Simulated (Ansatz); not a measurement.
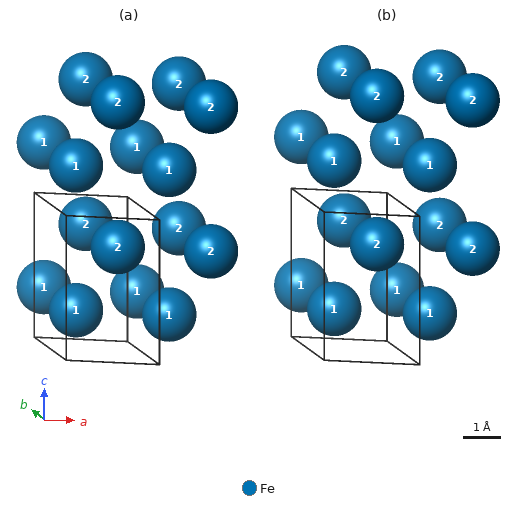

Left: a symmetric starting cell of Fe (made from another compound by putting Fe in place of Os). Right: the same structure after one change, at the same scale. Style: spheres-only. Shown: the cell of the calculation, repeated 2 × 2 × 2 with one cell outlined, slightly off an axis.

Level of theory: DFT PBEsol, scalar-relativistic, plane waves, PAW (Ansatz 0.2.0). Settings: plane-wave cutoff 420 eV; k-point mesh 18 × 18 × 10; occupations gaussian; smearing width 0.1 eV; collinear spin.

> Which change leads from the left to the right?

All lengths are scaled by +2.5 % (volume +7.7 %), the atoms keeping their fractional coordinates. No relaxation follows. The starting cell wasn't computed here and needn't be at equilibrium, so pressure and forces aren't due to the change alone.

> What does the change do?

The pressure is −16.8 GPa (not all of it need come from the change, since the unchanged cell can be under pressure at this level too). The principal stresses (compression positive) are −10.5 GPa along c and −19.9 GPa across it. All forces vanish by symmetry. Some distances before and after: Fe–Fe 2.597 → 2.662 Å, Fe–Fe 2.541 → 2.605 Å. The space group stays P6_3/mmc (No. 194).
